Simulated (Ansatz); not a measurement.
Ge: geometry relaxation (part 1 of 2)

The run: geometry relaxation of Ge (P6₃/mmc, 4 atoms in the cell). Method and program: DFT r2SCAN, scalar-relativistic, plane waves, PAW, no spin polarisation (Ansatz 0.2.0).

The structure derives from a Materials Project entry. It belongs to a series of runs on one base structure; here: biaxial strain in the a-b plane, c and atoms relaxed: +3.0 %. Figures and captions count atoms from 1; the log counts them from 0 in places.

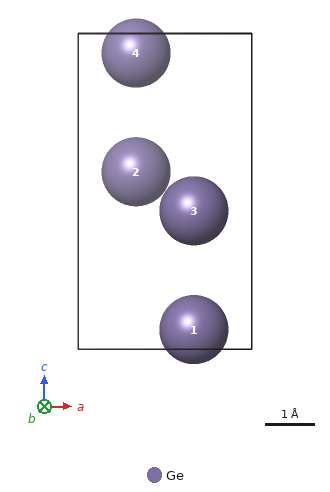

**Figure 1.** The input geometry (spheres-only view of the cell of the calculation, along the b axis; atoms are numbered from 1 in the order of the input). An atom can appear more than once, as a periodic image.

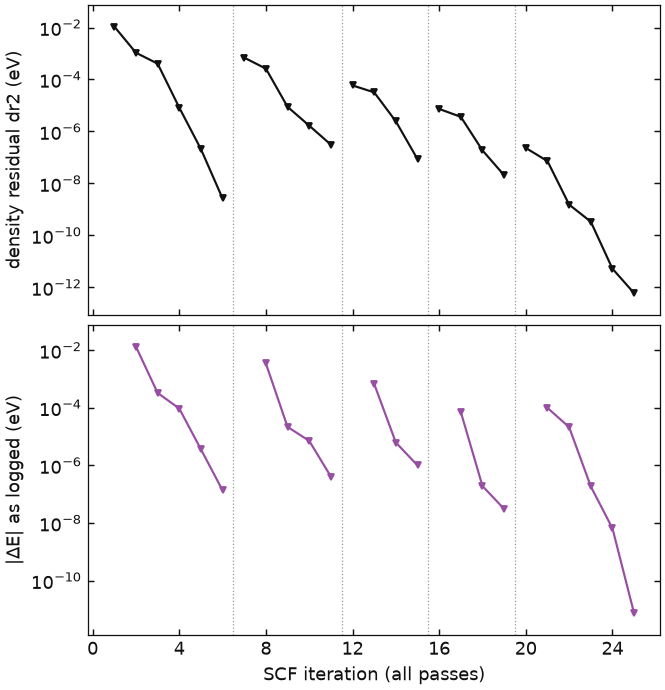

**Figure 2.** Convergence of the self-consistent field: density residual dr2 and size of the energy change against the SCF iteration. The dotted lines part the SCF passes of the relaxation: geometry steps, rejected trials and re-solves on a re-selected basis. The 5 passes take 4 to 6 iterations each, 25 in all.

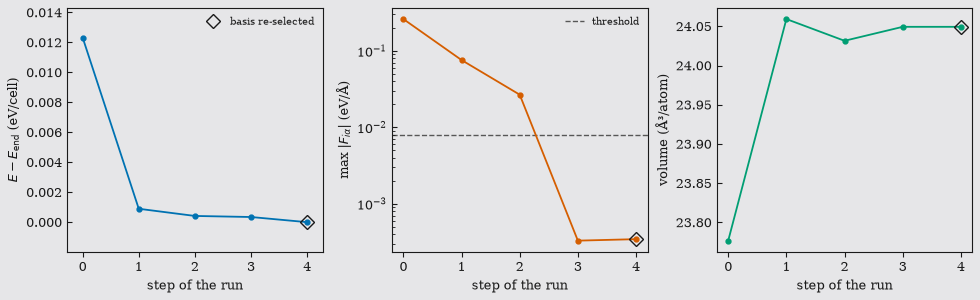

**Figure 3.** Progress of the relaxation, step by step (the first geometry is step 0 here and step 1 in the log).

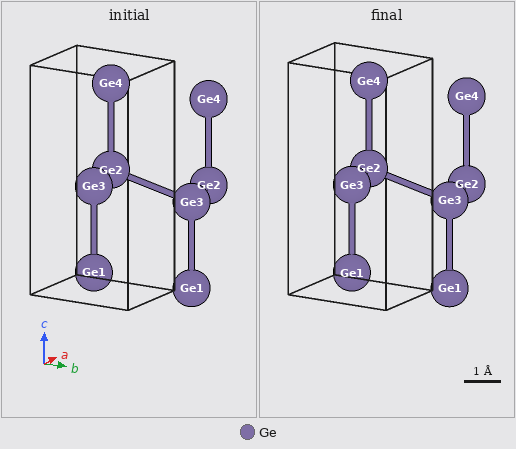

**Figure 4.** Before (left) and after (right) the relaxation, at one scale (ball-and-stick view of the cell of the calculation, repeated 1 × 2 × 1, seen at an oblique angle). Over 3 geometry steps the energy falls by 12.0 meV per cell of the calculation. The largest force component goes from 0.26 to 0.00034 eV/Å. Pressure: −2.40 GPa at the start and −3.18 GPa at the end. The largest moves relative to the cell, 0.007 Å, are those of Ge1, Ge2, Ge3 and Ge4. The drawn cell changes as follows: a = b stay at 4.116 Å, c 6.484 → 6.558 Å (+1.1 %); the volume changes by +1.1 %. Among the contacts that change: Ge1–Ge3 2.440 → 2.481 Å. The space group stays P6_3/mmc (No. 194). A last SCF at the same geometry on a re-selected plane-wave basis shifts the energy by −0.3 meV per cell of the calculation. (Atoms are counted from 1 in the order of the input.)

The input that produced these results follows, with the program's output.

## Input
```yaml
crystal:
  lattice:
    - [4.115518163, 0.0, 0.0]
    - [-2.0577590815, 3.5641432789, 0.0]
    - [0.0, 0.0, 6.4838621598]
  atoms:
    - { symbol: Ge, position: [0.6666666667, 0.3333333333, 0.0618774113] }
    - { symbol: Ge, position: [0.3333333333, 0.6666666667, 0.5618774113] }
    - { symbol: Ge, position: [0.6666666667, 0.3333333333, 0.4381225887] }
    - { symbol: Ge, position: [0.3333333333, 0.6666666667, 0.9381225887] }
basis:
  ecutwfc: 500
kpoints:
  mp_grid: { grid: [12, 12, 6] }
hamiltonian:
  xc: r2scan
scf:
  occupations: { method: gaussian, width: 0.01 }
output:
  forces: true
  stress: true
  eigenvalues: true
relax:
  adjacent_minimum: "off"
  f_tol: 0.008
  max_steps: 40
  cell: { stress_tol: 0.015, fix: [a, b, gamma] }
```

Launched with:
```bash
ansatz run input.yaml --threads 1 --pin off --max-ram 2560MiB --backend cpu --events-out ev --progress --plain --runs-dir out
```

## Output
```
Engine: ansatz 0.2.0, x86_64-unknown-linux-gnu
Pseudopotentials: kind: paw
Pseudopotential: Ge, paw, valence charge 14, recommended cutoff 500 eV (meta_gga), Ge.paw.azcp
Functional definition: r2SCAN
  parameter k0 = 0.174
  parameter k1 = 0.065
  parameter a1 = 4.9479
  exchange = r2scan_x(k0 = k0, k1 = k1, a1 = a1)
  correlation = r2scan_c
Crystal: 4 atoms, lattice volume = 95.107 Å³
Basis set: ecut = 500 eV, 2429 PW (Γ), exchange–correlation on 128×128×192 points (64 copies of the dense FFT grid, shifted against one another)
Bands: 34, of which v1, the nominal top of the filled ones, is band 28 counted from 1 (27 counted from 0)
Symmetry: 24 space group operations
Space group: P63/mmc (ITA 194), of the structure as read, at distance tolerance 4.6e-5 Å
k-points: 76 of 864
Non-local potential: Ge, projectors of the file, l = 0: 2, l = 1: 2, l = 2: 3, l = 3: 1
PAW form: soft (Blöchl's): semilocal exchange-correlation on the pseudo side does not see the compensation charge
PAW frozen core: Ge, regenerated for the run's functional (the file was generated under x = pbe(κ = 0.804, μ = 0.2195149727645171), c = pbe(β = 0.06672455060314922))
PAW one-centre angular grid: Ge, 590 points (default); XC on 160 Gauss nodes
Initial density: superposition of atomic densities (neutral atoms: chi_scale 0, normalization atom), corrected by the library's trained network
Initial wavefunctions: pseudopotential atomic-orbital guess
Functional: x = r2scan, c = r2scan; τ floored in thin density (d = 2e-4 eV/Å³)
SCF iter   1: F=—  HF=-17211.444275 eV  |F-HF|=—  |Δ(HF+E_count)|=         —  Δρ=6.03e-3  dr2=1.09e-2  dr2_τ=7.60e-3  ethr=1.77e-3  ⟨swp⟩=6.7  Hψ=9689  notcnv=0
preconditioner: auto → Resta (q_TF=auto, 2.498 Å⁻¹)  ε∞=2.5  [insulator: Δε(μ)=0.057 eV  Ē_g=23.360 eV  σ=0.010 eV  W_gap=0.83  n_scr=22 (ndim 8)  ℏωp=28.5 eV  f_vac=0.086  D(μ)=0.49/eV (n_scr^D=0)  ε∞_Penn≈2.5]
SCF iter   2: F=—  HF=-17211.457534 eV  |F-HF|=—  |Δ(HF+E_count)|=   1.33e-2  Δρ=1.80e-3  dr2=1.07e-3  dr2_τ=3.54e-5  ethr=1.94e-5  ⟨swp⟩=3.0  Hψ=5959  notcnv=0  defer=111
SCF iter   3: F=—  HF=-17211.457864 eV  |F-HF|=—  |Δ(HF+E_count)|=   3.30e-4  Δρ=1.13e-3  dr2=4.07e-4  dr2_τ=5.02e-6  ethr=1.91e-6  ⟨swp⟩=2.5  Hψ=4603  notcnv=0  defer=111
SCF iter   4: F=—  HF=-17211.457958 eV  |F-HF|=—  |Δ(HF+E_count)|=   9.45e-5  Δρ=1.44e-4  dr2=8.27e-6  dr2_τ=1.21e-7  ethr=7.27e-7  ⟨swp⟩=1.9  Hψ=2726  notcnv=0  defer=111
SCF iter   5: F=—  HF=-17211.457962 eV  |F-HF|=—  |Δ(HF+E_count)|=   3.62e-6  Δρ=1.84e-5  dr2=2.09e-7  dr2_τ=2.07e-9  ethr=1.48e-8  ⟨swp⟩=2.0  Hψ=3061  notcnv=0  defer=111
SCF iter   6: F=-17211.457962 eV  HF=-17211.457962 eV  |F-HF|=2.46e-9  |Δ(HF+E_count)|=   1.36e-7  Δρ=1.73e-6  dr2=2.63e-9  dr2_τ=3.40e-11  ethr=1.79e-10  ⟨swp⟩=8.8  Hψ=9404  notcnv=0
SCF 1 converged in 6 iterations: F = -17211.457962 eV  dr2 = 2.63e-9
  greatest PAW one-centre occupation: 0.998 electrons in one spin orbital (limit 2), on the Ge atom at site 2 (counted from 0), in its partial waves of l = 2
relax step   1: F+E_penalty+E_count = -17211.45796220 eV  Δ(F+E_penalty+E_count) = +0.000e0 eV  max|allowed force component| = 2.613e-1 eV/Å  Δτ_max = 0.0000 Å  P = -2.403 GPa  Ω = 95.107 Å³  fix = [a, b, gamma]  reactions: a -4.943, b -4.943 GPa  (6 SCF iters, dr2 threshold 1.00e-7 eV, accepted)
Crystal: 4 atoms, lattice volume = 96.237 Å³
Initial density: handed on by an earlier stage of this run
Initial wavefunctions: those handed on with the density
iter 1 solved again at ethr=1.49e-6 eV; its pass at ethr=3.10e-3 eV (dr2=8.35e-4 eV) is discarded
SCF iter   1: F=—  HF=-17211.465913 eV  |F-HF|=—  |Δ(HF+E_count)|=         —  Δρ=7.98e-4  dr2=6.92e-4  dr2_τ=1.19e-3  ethr=1.49e-6  ⟨swp⟩=2.5  Hψ=13578  notcnv=0
preconditioner: auto → Resta (q_TF=auto, 2.493 Å⁻¹)  ε∞=2.5  [insulator: Δε(μ)=0.038 eV  Ē_g=23.170 eV  σ=0.010 eV  W_gap=0.99  n_scr=22 (ndim 8)  ℏωp=28.3 eV  f_vac=0.089  D(μ)=0.02/eV (n_scr^D=0)  ε∞_Penn≈2.5]
SCF iter   2: F=—  HF=-17211.469380 eV  |F-HF|=—  |Δ(HF+E_count)|=   3.47e-3  Δρ=5.08e-4  dr2=2.61e-4  dr2_τ=1.27e-6  ethr=1.24e-6  ⟨swp⟩=2.4  Hψ=3689  notcnv=0
SCF iter   3: F=—  HF=-17211.469401 eV  |F-HF|=—  |Δ(HF+E_count)|=   2.17e-5  Δρ=9.51e-5  dr2=8.85e-6  dr2_τ=4.83e-7  ethr=4.65e-7  ⟨swp⟩=2.9  Hψ=5094  notcnv=0
SCF iter   4: F=—  HF=-17211.469394 eV  |F-HF|=—  |Δ(HF+E_count)|=   7.12e-6  Δρ=4.22e-5  dr2=1.67e-6  dr2_τ=2.37e-8  ethr=1.58e-8  ⟨swp⟩=2.0  Hψ=4712  notcnv=0
SCF iter   5: F=-17211.469395 eV  HF=-17211.469395 eV  |F-HF|=1.16e-7  |Δ(HF+E_count)|=   4.09e-7  Δρ=1.45e-5  dr2=3.10e-7  dr2_τ=3.55e-9  ethr=7.14e-10  ⟨swp⟩=5.1  Hψ=9516  notcnv=0
SCF 2 converged in 5 iterations: F = -17211.469395 eV  dr2 = 3.10e-7
  greatest PAW one-centre occupation: 0.998 electrons in one spin orbital (limit 2), on the Ge atom at site 3 (counted from 0), in its partial waves of l = 2
relax step   2: F+E_penalty+E_count = -17211.46939488 eV  Δ(F+E_penalty+E_count) = -1.143e-2 eV  max|allowed force component| = 7.604e-2 eV/Å  Δτ_max = 0.0031 Å  P = -3.188 GPa  Ω = 96.237 Å³  energy of the carried Pulay correction = -3.451e-4 eV  fix = [a, b, gamma]  reactions: a -4.855, b -4.855 GPa  (5 SCF iters, dr2 threshold 4.00e-7 eV, accepted)
Crystal: 4 atoms, lattice volume = 96.126 Å³
iter 1 solved again at ethr=1.06e-7 eV; its pass at ethr=3.10e-3 eV (dr2=5.93e-5 eV) is discarded
SCF iter   1: F=—  HF=-17211.469193 eV  |F-HF|=—  |Δ(HF+E_count)|=         —  Δρ=4.50e-4  dr2=5.90e-5  dr2_τ=4.21e-4  ethr=1.06e-7  ⟨swp⟩=2.4  Hψ=12557  notcnv=0
preconditioner: auto → Resta (q_TF=auto, 2.493 Å⁻¹)  ε∞=2.5  [insulator: Δε(μ)=0.052 eV  Ē_g=23.179 eV  σ=0.010 eV  W_gap=1.00  n_scr=22 (ndim 8)  ℏωp=28.3 eV  f_vac=0.086  D(μ)=0.00/eV (n_scr^D=0)  ε∞_Penn≈2.5]
SCF iter   2: F=—  HF=-17211.469867 eV  |F-HF|=—  |Δ(HF+E_count)|=   6.74e-4  Δρ=2.79e-4  dr2=3.19e-5  dr2_τ=1.73e-7  ethr=1.05e-7  ⟨swp⟩=2.1  Hψ=5056  notcnv=0
SCF iter   3: F=—  HF=-17211.469873 eV  |F-HF|=—  |Δ(HF+E_count)|=   6.22e-6  Δρ=6.47e-5  dr2=2.44e-6  dr2_τ=1.93e-8  ethr=5.69e-8  ⟨swp⟩=2.0  Hψ=2989  notcnv=0
SCF iter   4: F=-17211.469874 eV  HF=-17211.469874 eV  |F-HF|=8.64e-9  |Δ(HF+E_count)|=   1.00e-6  Δρ=1.02e-5  dr2=8.59e-8  dr2_τ=7.09e-10  ethr=6.45e-10  ⟨swp⟩=3.0  Hψ=8513  notcnv=0
SCF 3 converged in 4 iterations: F = -17211.469874 eV  dr2 = 8.59e-8
relax step   3: F+E_penalty+E_count = -17211.46987401 eV  Δ(F+E_penalty+E_count) = -4.791e-4 eV  max|allowed force component| = 2.679e-2 eV/Å  Δτ_max = 0.0051 Å  P = -3.141 GPa  Ω = 96.126 Å³  energy of the carried Pulay correction = -3.114e-4 eV  fix = [a, b, gamma]  reactions: a -4.736, b -4.736 GPa  (4 SCF iters, dr2 threshold 3.61e-7 eV, accepted)
Crystal: 4 atoms, lattice volume = 96.197 Å³
iter 1 solved again at ethr=1.26e-8 eV; its pass at ethr=3.10e-3 eV (dr2=7.05e-6 eV) is discarded
SCF iter   1: F=—  HF=-17211.469873 eV  |F-HF|=—  |Δ(HF+E_count)|=         —  Δρ=1.41e-4  dr2=7.35e-6  dr2_τ=3.78e-5  ethr=1.26e-8  ⟨swp⟩=2.7  Hψ=12270  notcnv=0
preconditioner: auto → Resta (q_TF=auto, 2.493 Å⁻¹)  ε∞=2.5  [insulator: Δε(μ)=0.043 eV  Ē_g=23.175 eV  σ=0.010 eV  W_gap=1.00  n_scr=22 (ndim 8)  ℏωp=28.3 eV  f_vac=0.087  D(μ)=0.01/eV (n_scr^D=0)  ε∞_Penn≈2.5]
SCF iter   2: F=—  HF=-17211.469945 eV  |F-HF|=—  |Δ(HF+E_count)|=   7.12e-5  Δρ=8.76e-5  dr2=3.64e-6  dr2_τ=1.71e-8  ethr=1.26e-8  ⟨swp⟩=2.1  Hψ=4644  notcnv=0
SCF iter   3: F=—  HF=-17211.469945 eV  |F-HF|=—  |Δ(HF+E_count)|=   1.91e-7  Δρ=1.75e-5  dr2=1.86e-7  dr2_τ=3.03e-9  ethr=6.49e-9  ⟨swp⟩=2.0  Hψ=3120  notcnv=0
SCF iter   4: F=-17211.469945 eV  HF=-17211.469945 eV  |F-HF|=1.35e-8  |Δ(HF+E_count)|=   3.07e-8  Δρ=4.98e-6  dr2=2.06e-8  dr2_τ=1.66e-10  ethr=8.01e-11  ⟨swp⟩=4.5  Hψ=9758  notcnv=0
SCF 4 converged in 4 iterations: F = -17211.469945 eV  dr2 = 2.06e-8
```
